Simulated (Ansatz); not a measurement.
# Run report: SnSe, geometry relaxation (part 1 of 2)

SnSe (Pnma, 8 atoms in the cell), computed with DFT PBE+D3(BJ), scalar-relativistic, plane waves, PAW, no spin polarisation (Ansatz 0.2.0).

The structure derives from an entry of the Crystallography Open Database. Figures and captions count atoms from 1; the log counts them from 0 in places.

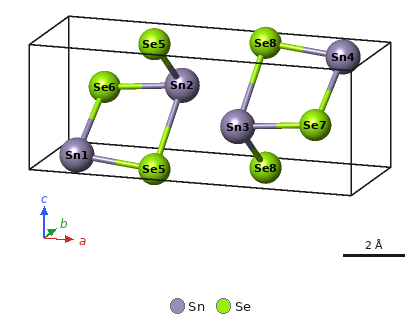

Figure 1. The starting structure (ball-and-stick view of the cell of the calculation, seen slightly off an axis; atoms are numbered from 1 in the order of the input).

Input file:
```yaml
crystal:
  lattice:
    - [11.255162546, 0.0, 0.0]
    - [0.0, 4.1057437235, 0.0]
    - [0.0, 0.0, 4.2693782751]
  atoms:
    - { symbol: Sn, position: [0.1169943685, 0.25, 0.0839883354] }
    - { symbol: Sn, position: [0.3830056315, 0.75, 0.5839883354] }
    - { symbol: Sn, position: [0.6169943685, 0.25, 0.4160116646] }
    - { symbol: Sn, position: [0.8830056315, 0.75, 0.9160116646] }
    - { symbol: Se, position: [0.3579372705, 0.25, 0.0213216236] }
    - { symbol: Se, position: [0.1420627295, 0.75, 0.5213216236] }
    - { symbol: Se, position: [0.8579372705, 0.25, 0.4786783764] }
    - { symbol: Se, position: [0.6420627295, 0.75, 0.9786783764] }
basis:
  ecutwfc: 420
kpoints:
  mp_grid: { grid: [4, 8, 8] }
hamiltonian:
  xc: pbe
  dispersion: d3bj
scf:
  occupations: { method: gaussian, width: 0.02 }
output:
  forces: true
  stress: true
  eigenvalues: true
relax:
  adjacent_minimum: "off"
  f_tol: 0.01
  max_steps: 30
  cell: { stress_tol: 0.1, fix: [volume] }
```

Machine: 4 threads of Arm Neoverse V2, 24 GiB of memory available, shared host.

Launch command:
```bash
ansatz run input.yaml --threads 4 --pin off --max-ram 10240MiB --backend cpu --events-out ev --progress --plain --runs-dir out
```

Log:
```
Engine: ansatz 0.2.0, aarch64-unknown-linux-gnu
Pseudopotentials: kind: paw
Pseudopotential: Sn, paw, valence charge 14, recommended cutoff 420 eV (normal), Sn.paw.azcp
Pseudopotential: Se, paw, valence charge 16, recommended cutoff 420 eV (normal), Se.paw.azcp
Functional definition: PBE
  parameter kappa = 0.804
  parameter beta = 0.06672455060314922
  exchange = pbe_x(kappa = kappa, mu = beta*pi^2/3)
  correlation = pbe_c(beta = beta)
Crystal: 8 atoms, lattice volume = 197.291 Å³
Basis set: ecut = 420 eV, 3847 PW (Γ), exchange–correlation on 160×60×60 points (8 copies of the dense FFT grid, shifted against one another)
Bands: 72, of which v1, the nominal top of the filled ones, is band 60 counted from 1 (59 counted from 0)
Symmetry: 8 space group operations
Space group: Pnma (ITA 62), of the structure as read, at distance tolerance 5.8e-5 Å
k-points: 75 of 256
Non-local potential: Sn, projectors of the file, l = 0: 2, l = 1: 2, l = 2: 2, l = 3: 2
Non-local potential: Se, projectors of the file, l = 0: 2, l = 1: 2, l = 2: 3, l = 3: 1
PAW form: soft (Blöchl's): semilocal exchange-correlation on the pseudo side does not see the compensation charge
PAW one-centre angular grid: Sn, 590 points (default); XC on 64 Gauss nodes
PAW one-centre angular grid: Se, 590 points (default); XC on 64 Gauss nodes
Initial density: superposition of atomic densities (neutral atoms: chi_scale 0, normalization atom), corrected by the library's trained network
Initial wavefunctions: pseudopotential atomic-orbital guess
Functional: x = pbe(κ = 0.804, μ = 0.2195149727645171), c = pbe(β = 0.06672455060314922)
SCF iter   1: F=—  HF=-45979.412962 eV  |F-HF|=—  |Δ(HF+E_count)|=         —  Δρ=1.51e-3  dr2=3.69e-3  ethr=1.77e-3  ⟨swp⟩=6.5  Hψ=20338  notcnv=0  defer=23
preconditioner: auto → Resta (q_TF=auto, 2.511 Å⁻¹)  ε∞=2.9  [insulator: Δε(μ)=0.401 eV  Ē_g=16.986 eV  σ=0.020 eV  W_gap=1.00  n_scr=56 (ndim 8)  ℏωp=23.6 eV  f_vac=0.001  D(μ)=0.00/eV (n_scr^D=0)  ε∞_Penn≈2.9]
SCF iter   2: F=—  HF=-45979.409738 eV  |F-HF|=—  |Δ(HF+E_count)|=   3.22e-3  Δρ=8.13e-4  dr2=1.13e-3  ethr=3.08e-6  ⟨swp⟩=2.0  Hψ=11114  notcnv=0  defer=426
SCF iter   3: F=—  HF=-45979.410111 eV  |F-HF|=—  |Δ(HF+E_count)|=   3.73e-4  Δρ=2.92e-4  dr2=9.75e-5  ethr=9.41e-7  ⟨swp⟩=2.0  Hψ=9547  notcnv=0  defer=426
SCF iter   4: F=—  HF=-45979.410079 eV  |F-HF|=—  |Δ(HF+E_count)|=   3.16e-5  Δρ=1.07e-4  dr2=1.41e-5  ethr=8.12e-8  ⟨swp⟩=2.0  Hψ=9448  notcnv=0  defer=426
SCF iter   5: F=—  HF=-45979.410118 eV  |F-HF|=—  |Δ(HF+E_count)|=   3.91e-5  Δρ=1.90e-5  dr2=6.51e-7  ethr=1.18e-8  ⟨swp⟩=2.0  Hψ=7948  notcnv=0  defer=426
SCF iter   6: F=-45979.410118 eV  HF=-45979.410118 eV  |F-HF|=3.36e-9  |Δ(HF+E_count)|=   7.63e-8  Δρ=6.28e-6  dr2=6.25e-8  ethr=8.33e-11  ⟨swp⟩=10.0  Hψ=26443  notcnv=0
SCF 1 converged in 6 iterations: F = -45979.410118 eV  dr2 = 6.25e-8
  greatest PAW one-centre occupation: 1.000 electrons in one spin orbital (limit 2), on the Se atom at site 7 (counted from 0), in its partial waves of l = 2
relax step   1: F+E_penalty+E_count = -45979.41011822 eV  Δ(F+E_penalty+E_count) = +0.000e0 eV  max|allowed force component| = 1.427e-1 eV/Å  Δτ_max = 0.0000 Å  P = +3.197 GPa  Ω = 197.291 Å³  fix = [volume]  reactions: volume +3.197 GPa  (6 SCF iters, dr2 threshold 1.00e-7 eV, accepted)
Basis set: ecut = 420 eV, 3831 PW (Γ), exchange–correlation on 160×60×60 points (8 copies of the dense FFT grid, shifted against one another)
Initial density: handed on by an earlier stage of this run
Initial wavefunctions: those handed on with the density
iter 1 solved again at ethr=1.72e-5 eV; its pass at ethr=3.10e-3 eV (dr2=2.06e-2 eV) is discarded
SCF iter   1: F=—  HF=-45979.405245 eV  |F-HF|=—  |Δ(HF+E_count)|=         —  Δρ=3.75e-3  dr2=2.03e-2  ethr=1.72e-5  ⟨swp⟩=2.9  Hψ=25274  notcnv=0
preconditioner: auto → Resta (q_TF=auto, 2.511 Å⁻¹)  ε∞=2.9  [insulator: Δε(μ)=0.385 eV  Ē_g=16.943 eV  σ=0.020 eV  W_gap=1.00  n_scr=56 (ndim 8)  ℏωp=23.6 eV  f_vac=0.002  D(μ)=0.00/eV (n_scr^D=0)  ε∞_Penn≈2.9]
SCF iter   2: F=—  HF=-45979.399791 eV  |F-HF|=—  |Δ(HF+E_count)|=   5.45e-3  Δρ=1.74e-3  dr2=3.72e-3  ethr=1.69e-5  ⟨swp⟩=2.2  Hψ=8452  notcnv=0
SCF iter   3: F=—  HF=-45979.399247 eV  |F-HF|=—  |Δ(HF+E_count)|=   5.44e-4  Δρ=3.79e-4  dr2=2.51e-4  ethr=3.10e-6  ⟨swp⟩=2.8  Hψ=10495  notcnv=0
SCF iter   4: F=—  HF=-45979.399312 eV  |F-HF|=—  |Δ(HF+E_count)|=   6.52e-5  Δρ=7.03e-5  dr2=1.09e-5  ethr=2.09e-7  ⟨swp⟩=2.0  Hψ=6803  notcnv=0
SCF iter   5: F=—  HF=-45979.399313 eV  |F-HF|=—  |Δ(HF+E_count)|=   8.58e-7  Δρ=2.11e-5  dr2=1.01e-6  ethr=9.10e-9  ⟨swp⟩=2.0  Hψ=9900  notcnv=0
SCF iter   6: F=-45979.399313 eV  HF=-45979.399313 eV  |F-HF|=1.11e-7  |Δ(HF+E_count)|=   1.98e-8  Δρ=8.75e-6  dr2=1.36e-7  ethr=6.67e-10  ⟨swp⟩=6.0  Hψ=23503  notcnv=0
SCF 2 converged in 6 iterations: F = -45979.399313 eV  dr2 = 1.36e-7
relax step   2: F+E_penalty+E_count = -45979.39931343 eV  Δ(F+E_penalty+E_count) = +1.080e-2 eV  max|allowed force component| = 2.093e-1 eV/Å  Δτ_max = 0.0725 Å  P = +2.230 GPa  Ω = 197.291 Å³  energy of the carried Pulay correction = +1.325e-17 eV  fix = [volume]  (6 SCF iters, dr2 threshold 8.00e-7 eV, rejected (line search))
Basis set: ecut = 420 eV, 3855 PW (Γ), exchange–correlation on 160×60×60 points (8 copies of the dense FFT grid, shifted against one another)
iter 1 solved again at ethr=1.01e-5 eV; its pass at ethr=3.10e-3 eV (dr2=1.21e-2 eV) is discarded
SCF iter   1: F=—  HF=-45979.423560 eV  |F-HF|=—  |Δ(HF+E_count)|=         —  Δρ=3.01e-3  dr2=1.23e-2  ethr=1.01e-5  ⟨swp⟩=2.8  Hψ=24158  notcnv=0
preconditioner: auto → Resta (q_TF=auto, 2.511 Å⁻¹)  ε∞=2.9  [insulator: Δε(μ)=0.357 eV  Ē_g=16.996 eV  σ=0.020 eV  W_gap=1.00  n_scr=56 (ndim 8)  ℏωp=23.6 eV  f_vac=0.000  D(μ)=0.00/eV (n_scr^D=0)  ε∞_Penn≈2.9]
SCF iter   2: F=—  HF=-45979.419965 eV  |F-HF|=—  |Δ(HF+E_count)|=   3.60e-3  Δρ=1.35e-3  dr2=2.16e-3  ethr=1.01e-5  ⟨swp⟩=2.1  Hψ=8424  notcnv=0
SCF iter   3: F=—  HF=-45979.419628 eV  |F-HF|=—  |Δ(HF+E_count)|=   3.37e-4  Δρ=2.78e-4  dr2=1.38e-4  ethr=1.80e-6  ⟨swp⟩=2.3  Hψ=10800  notcnv=0
SCF iter   4: F=—  HF=-45979.419666 eV  |F-HF|=—  |Δ(HF+E_count)|=   3.78e-5  Δρ=5.30e-5  dr2=6.23e-6  ethr=1.15e-7  ⟨swp⟩=2.0  Hψ=6645  notcnv=0
SCF iter   5: F=—  HF=-45979.419694 eV  |F-HF|=—  |Δ(HF+E_count)|=   2.75e-5  Δρ=1.44e-5  dr2=5.08e-7  ethr=5.19e-9  ⟨swp⟩=2.0  Hψ=8400  notcnv=0
SCF iter   6: F=—  HF=-45979.419694 eV  |F-HF|=—  |Δ(HF+E_count)|=   1.36e-7  Δρ=4.95e-6  dr2=4.59e-8  ethr=4.24e-10  ⟨swp⟩=2.0  Hψ=9900  notcnv=0
SCF iter   7: F=—  HF=-45979.419694 eV  |F-HF|=—  |Δ(HF+E_count)|=   2.12e-8  Δρ=1.19e-6  dr2=3.19e-9  ethr=3.82e-11  ⟨swp⟩=2.0  Hψ=9900  notcnv=0
SCF iter   8: F=—  HF=-45979.419694 eV  |F-HF|=—  |Δ(HF+E_count)|=  7.49e-10  Δρ=4.53e-7  dr2=3.69e-10  ethr=1.00e-12  ⟨swp⟩=5.1  Hψ=20303  notcnv=0
SCF iter   9: F=-45979.419694 eV  HF=-45979.419694 eV  |F-HF|=1.46e-11  |Δ(HF+E_count)|=  3.35e-10  Δρ=1.11e-7  dr2=2.53e-11  ethr=1.00e-12  ⟨swp⟩=4.0  Hψ=16965  notcnv=0
SCF 3 converged in 9 iterations: F = -45979.419694 eV  dr2 = 2.53e-11
  greatest PAW one-centre occupation: 1.000 electrons in one spin orbital (limit 2), on the Se atom at site 6 (counted from 0), in its partial waves of l = 2
relax step   3: F+E_penalty+E_count = -45979.41969381 eV  Δ(F+E_penalty+E_count) = -9.576e-3 eV  max|allowed force component| = 1.801e-2 eV/Å  Δτ_max = 0.0243 Å  P = +2.720 GPa  Ω = 197.291 Å³  fix = [volume]  reactions: volume +2.720 GPa  (9 SCF iters, accepted)
iter 1 solved again at ethr=2.18e-7 eV; its pass at ethr=3.10e-3 eV (dr2=2.62e-4 eV) is discarded
SCF iter   1: F=—  HF=-45979.420236 eV  |F-HF|=—  |Δ(HF+E_count)|=         —  Δρ=3.93e-4  dr2=2.64e-4  ethr=2.18e-7  ⟨swp⟩=3.1  Hψ=23786  notcnv=0
preconditioner: auto → Resta (q_TF=auto, 2.511 Å⁻¹)  ε∞=2.9  [insulator: Δε(μ)=0.349 eV  Ē_g=16.980 eV  σ=0.020 eV  W_gap=1.00  n_scr=56 (ndim 8)  ℏωp=23.6 eV  f_vac=0.001  D(μ)=0.00/eV (n_scr^D=0)  ε∞_Penn≈2.9]
SCF iter   2: F=—  HF=-45979.420164 eV  |F-HF|=—  |Δ(HF+E_count)|=   7.13e-5  Δρ=1.64e-4  dr2=3.19e-5  ethr=2.18e-7  ⟨swp⟩=2.0  Hψ=8392  notcnv=0
SCF iter   3: F=—  HF=-45979.420191 eV  |F-HF|=—  |Δ(HF+E_count)|=   2.64e-5  Δρ=4.52e-5  dr2=2.75e-6  ethr=2.66e-8  ⟨swp⟩=2.4  Hψ=8859  notcnv=0
SCF iter   4: F=—  HF=-45979.420192 eV  |F-HF|=—  |Δ(HF+E_count)|=   1.67e-6  Δρ=8.37e-6  dr2=1.43e-7  ethr=2.29e-9  ⟨swp⟩=3.0  Hψ=9900  notcnv=0
iter 5 did not close the SCF: its close was put off for the readings that it lacked (scf_convergence_deferred on its scf_iter line)
SCF iter   5: F=-45979.420192 eV  HF=-45979.420192 eV  |F-HF|=7.71e-10  |Δ(HF+E_count)|=   1.22e-8  Δρ=1.79e-6  dr2=6.34e-9  ethr=1.19e-10  ⟨swp⟩=2.0  Hψ=8400  notcnv=0
SCF iter   6: F=-45979.420192 eV  HF=-45979.420192 eV  |F-HF|=1.96e-10  |Δ(HF+E_count)|=   1.48e-9  Δρ=5.95e-7  dr2=7.26e-10  ethr=5.29e-12  ⟨swp⟩=2.2  Hψ=18636  notcnv=0
SCF 4 converged in 6 iterations: F = -45979.420192 eV  dr2 = 7.26e-10
relax step   4: F+E_penalty+E_count = -45979.42019241 eV  Δ(F+E_penalty+E_count) = -4.986e-4 eV  max|allowed force component| = 1.834e-2 eV/Å  Δτ_max = 0.0082 Å  P = +2.697 GPa  Ω = 197.291 Å³  energy of the carried Pulay correction = +1.325e-17 eV  fix = [volume]  reactions: volume +2.697 GPa  (6 SCF iters, dr2 threshold 2.03e-8 eV, accepted)
Basis set: ecut = 420 eV, 3843 PW (Γ), exchange–correlation on 160×60×60 points (8 copies of the dense FFT grid, shifted against one another)
iter 1 solved again at ethr=8.33e-7 eV; its pass at ethr=3.10e-3 eV (dr2=9.99e-4 eV) is discarded
SCF iter   1: F=—  HF=-45979.421324 eV  |F-HF|=—  |Δ(HF+E_count)|=         —  Δρ=7.94e-4  dr2=1.02e-3  ethr=8.33e-7  ⟨swp⟩=3.0  Hψ=24618  notcnv=0
preconditioner: auto → Resta (q_TF=auto, 2.511 Å⁻¹)  ε∞=2.9  [insulator: Δε(μ)=0.307 eV  Ē_g=16.978 eV  σ=0.020 eV  W_gap=1.00  n_scr=56 (ndim 8)  ℏωp=23.6 eV  f_vac=0.001  D(μ)=0.00/eV (n_scr^D=0)  ε∞_Penn≈2.9]
SCF iter   2: F=—  HF=-45979.421093 eV  |F-HF|=—  |Δ(HF+E_count)|=   2.32e-4  Δρ=3.55e-4  dr2=1.50e-4  ethr=8.33e-7  ⟨swp⟩=2.0  Hψ=8105  notcnv=0
SCF iter   3: F=—  HF=-45979.421092 eV  |F-HF|=—  |Δ(HF+E_count)|=   9.77e-7  Δρ=1.02e-4  dr2=1.33e-5  ethr=1.25e-7  ⟨swp⟩=2.2  Hψ=8222  notcnv=0
SCF iter   4: F=—  HF=-45979.421127 eV  |F-HF|=—  |Δ(HF+E_count)|=   3.56e-5  Δρ=1.46e-5  dr2=4.82e-7  ethr=1.11e-8  ⟨swp⟩=2.0  Hψ=6584  notcnv=0
SCF iter   5: F=—  HF=-45979.421127 eV  |F-HF|=—  |Δ(HF+E_count)|=   6.10e-8  Δρ=3.64e-6  dr2=2.62e-8  ethr=4.01e-10  ⟨swp⟩=2.0  Hψ=8400  notcnv=0
SCF iter   6: F=-45979.421127 eV  HF=-45979.421127 eV  |F-HF|=7.42e-10  |Δ(HF+E_count)|=   2.81e-9  Δρ=1.33e-6  dr2=3.56e-9  ethr=1.75e-11  ⟨swp⟩=4.6  Hψ=19494  notcnv=0
SCF 5 converged in 6 iterations: F = -45979.421127 eV  dr2 = 3.56e-9
relax step   5: F+E_penalty+E_count = -45979.42112724 eV  Δ(F+E_penalty+E_count) = -9.348e-4 eV  max|allowed force component| = 1.322e-2 eV/Å  Δτ_max = 0.0206 Å  P = +2.638 GPa  Ω = 197.291 Å³  energy of the carried Pulay correction = +1.325e-17 eV  fix = [volume]  reactions: volume +2.638 GPa  (6 SCF iters, dr2 threshold 2.10e-8 eV, accepted)
iter 1 solved again at ethr=3.39e-7 eV; its pass at ethr=3.10e-3 eV (dr2=4.06e-4 eV) is discarded
SCF iter   1: F=—  HF=-45979.421530 eV  |F-HF|=—  |Δ(HF+E_count)|=         —  Δρ=4.74e-4  dr2=4.28e-4  ethr=3.39e-7  ⟨swp⟩=3.1  Hψ=20545  notcnv=0
preconditioner: auto → Resta (q_TF=auto, 2.511 Å⁻¹)  ε∞=2.9  [insulator: Δε(μ)=0.299 eV  Ē_g=16.977 eV  σ=0.020 eV  W_gap=1.00  n_scr=56 (ndim 8)  ℏωp=23.6 eV  f_vac=0.001  D(μ)=0.00/eV (n_scr^D=0)  ε∞_Penn≈2.9]
SCF iter   2: F=—  HF=-45979.421425 eV  |F-HF|=—  |Δ(HF+E_count)|=   1.06e-4  Δρ=1.96e-4  dr2=4.21e-5  ethr=3.39e-7  ⟨swp⟩=2.0  Hψ=8400  notcnv=0
SCF iter   3: F=—  HF=-45979.421456 eV  |F-HF|=—  |Δ(HF+E_count)|=   3.15e-5  Δρ=6.51e-5  dr2=4.71e-6  ethr=3.51e-8  ⟨swp⟩=2.0  Hψ=8313  notcnv=0
SCF iter   4: F=—  HF=-45979.421458 eV  |F-HF|=—  |Δ(HF+E_count)|=   1.99e-6  Δρ=9.02e-6  dr2=1.62e-7  ethr=3.92e-9  ⟨swp⟩=2.0  Hψ=6600  notcnv=0
iter 5 did not close the SCF: its close was put off for the readings that it lacked (scf_convergence_deferred on its scf_iter line)
SCF iter   5: F=-45979.421458 eV  HF=-45979.421458 eV  |F-HF|=8.80e-10  |Δ(HF+E_count)|=   3.22e-8  Δρ=2.13e-6  dr2=8.43e-9  ethr=1.35e-10  ⟨swp⟩=2.0  Hψ=8400  notcnv=0
SCF iter   6: F=-45979.421458 eV  HF=-45979.421458 eV  |F-HF|=5.31e-10  |Δ(HF+E_count)|=   2.28e-9  Δρ=7.17e-7  dr2=8.60e-10  ethr=7.03e-12  ⟨swp⟩=2.0  Hψ=18603  notcnv=0
SCF 6 converged in 6 iterations: F = -45979.421458 eV  dr2 = 8.60e-10
relax step   6: F+E_penalty+E_count = -45979.42145800 eV  Δ(F+E_penalty+E_count) = -3.308e-4 eV  max|allowed force component| = 2.799e-3 eV/Å  Δτ_max = 0.0117 Å  P = +2.618 GPa  Ω = 197.291 Å³  energy of the carried Pulay correction = -6.624e-18 eV  fix = [volume]  reactions: volume +2.618 GPa  (6 SCF iters, dr2 threshold 4.37e-8 eV, accepted)
Initial wavefunctions: pseudopotential atomic-orbital guess (no wavefunctions were taken with the density)
iter 1 solved again at ethr=1.58e-7 eV; its pass at ethr=3.10e-3 eV (dr2=1.90e-4 eV) is discarded
SCF iter   1: F=—  HF=-45979.420912 eV  |F-HF|=—  |Δ(HF+E_count)|=         —  Δρ=1.56e-4  dr2=9.98e-7  ethr=1.58e-7  ⟨swp⟩=3.1  Hψ=33453  notcnv=0
preconditioner: auto → Resta (q_TF=auto, 2.511 Å⁻¹)  ε∞=2.9  [insulator: Δε(μ)=0.300 eV  Ē_g=16.978 eV  σ=0.020 eV  W_gap=1.00  n_scr=56 (ndim 8)  ℏωp=23.6 eV  f_vac=0.000  D(μ)=0.00/eV (n_scr^D=0)  ε∞_Penn≈2.9]
SCF iter   2: F=—  HF=-45979.421336 eV  |F-HF|=—  |Δ(HF+E_count)|=   4.25e-4  Δρ=7.87e-5  dr2=2.54e-7  ethr=8.31e-10  ⟨swp⟩=2.3  Hψ=7914  notcnv=0
SCF iter   3: F=—  HF=-45979.421472 eV  |F-HF|=—  |Δ(HF+E_count)|=   1.36e-4  Δρ=1.05e-6  dr2=8.46e-10  ethr=2.11e-10  ⟨swp⟩=1.8  Hψ=5623  notcnv=0
iter 4 did not close the SCF: its close was put off for the readings that it lacked (scf_convergence_deferred on its scf_iter line)
SCF iter   4: F=-45979.421472 eV  HF=-45979.421472 eV  |F-HF|=6.55e-11  |Δ(HF+E_count)|=   6.79e-9  Δρ=2.34e-7  dr2=6.49e-11  ethr=1.00e-12  ⟨swp⟩=2.0  Hψ=9902  notcnv=0
iter 5 did not close the SCF: its close was put off for the readings that it lacked (scf_convergence_deferred on its scf_iter line)
SCF iter   5: F=-45979.421472 eV  HF=-45979.421472 eV  |F-HF|=1.46e-11  |Δ(HF+E_count)|=  7.28e-11  Δρ=6.95e-8  dr2=8.75e-12  ethr=1.00e-12  ⟨swp⟩=1.0  Hψ=5400  notcnv=0
iter 6 did not close the SCF: its close was put off for the readings that it lacked (scf_convergence_deferred on its scf_iter line)
SCF iter   6: F=-45979.421472 eV  HF=-45979.421472 eV  |F-HF|=7.28e-12  |Δ(HF+E_count)|=  7.28e-12  Δρ=2.65e-8  dr2=1.68e-12  ethr=1.00e-12  ⟨swp⟩=1.0  Hψ=5400  notcnv=0
iter 7 did not close the SCF: its close was put off for the readings that it lacked (scf_convergence_deferred on its scf_iter line)
SCF iter   7: F=-45979.421472 eV  HF=-45979.421472 eV  |F-HF|=1.46e-11  |Δ(HF+E_count)|=  7.28e-12  Δρ=6.01e-9  dr2=6.61e-14  ethr=1.00e-12  ⟨swp⟩=1.0  Hψ=5400  notcnv=0
SCF iter   8: F=-45979.421472 eV  HF=-45979.421472 eV  |F-HF|=2.18e-11  |Δ(HF+E_count)|=    0.00e0  Δρ=2.35e-9  dr2=9.86e-15  ethr=1.00e-12  ⟨swp⟩=1.0  Hψ=11100  notcnv=0
SCF 7 converged in 8 iterations: F = -45979.421472 eV  dr2 = 9.86e-15
relax step   7: F+E_penalty+E_count = -45979.42147229 eV  Δ(F+E_penalty+E_count) = -1.429e-5 eV  max|allowed force component| = 2.805e-3 eV/Å  Δτ_max = 0.0000 Å  P = +2.617 GPa  Ω = 197.291 Å³  fix = [volume]  reactions: volume +2.617 GPa  stress off target by 3.19e-2 GPa on what of the cell is left free  SCF on the basis re-selected at this cell (its energy is not comparable with the rows above)  (8 SCF iters)
```

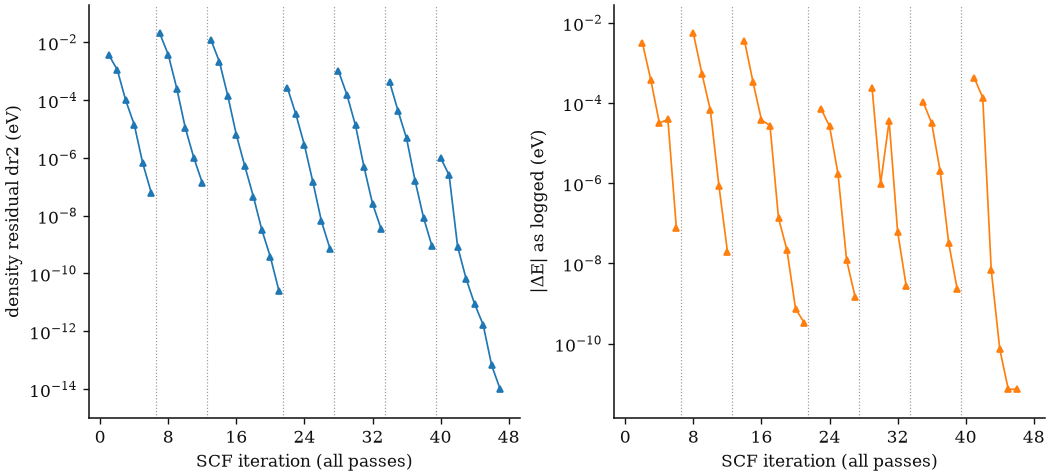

Figure 2. Convergence of the self-consistent field: density residual dr2 and size of the energy change against the SCF iteration. The dotted lines part the SCF passes of the relaxation: geometry steps, rejected trials and re-solves on a re-selected basis. The 7 passes take 6 to 9 iterations each, 47 in all.
